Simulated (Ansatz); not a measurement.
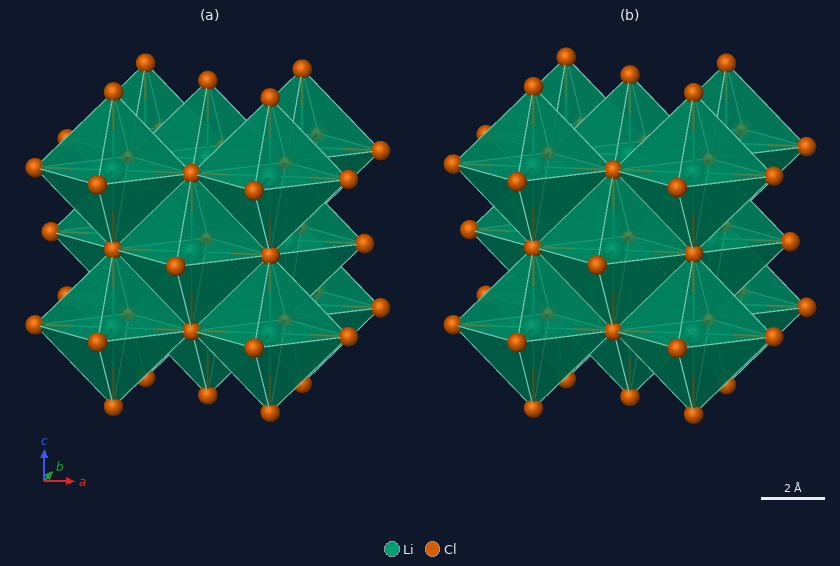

Left: a symmetric starting cell of LiCl. Right: the same structure after one change, at the same scale. Style: polyhedral. Shown: the conventional cell (4 times the calculation's cell), slightly off an axis. Lengths and directions refer to the drawn axes.

Level of theory: Ansatz, DFT r2SCAN, scalar-relativistic, plane waves, PAW. Set-up: plane-wave cutoff 500 eV; k-point mesh 8 × 8 × 8; occupations gaussian; smearing width 0.02 eV; no spin polarisation.

> What was changed?

All lengths are scaled by +2.2 % (volume +6.9 %), the atoms keeping their fractional coordinates. No relaxation follows. The starting cell wasn't computed here and needn't be at equilibrium, so pressure and forces aren't due to the change alone.

> What does the change do?

The pressure is −2.3 GPa (not all of it need come from the change, since the unchanged cell can be under pressure at this level too). All forces vanish by symmetry. Some distances before and after: Cl–Li 2.565 → 2.622 Å. The space group stays Fm-3m (No. 225).
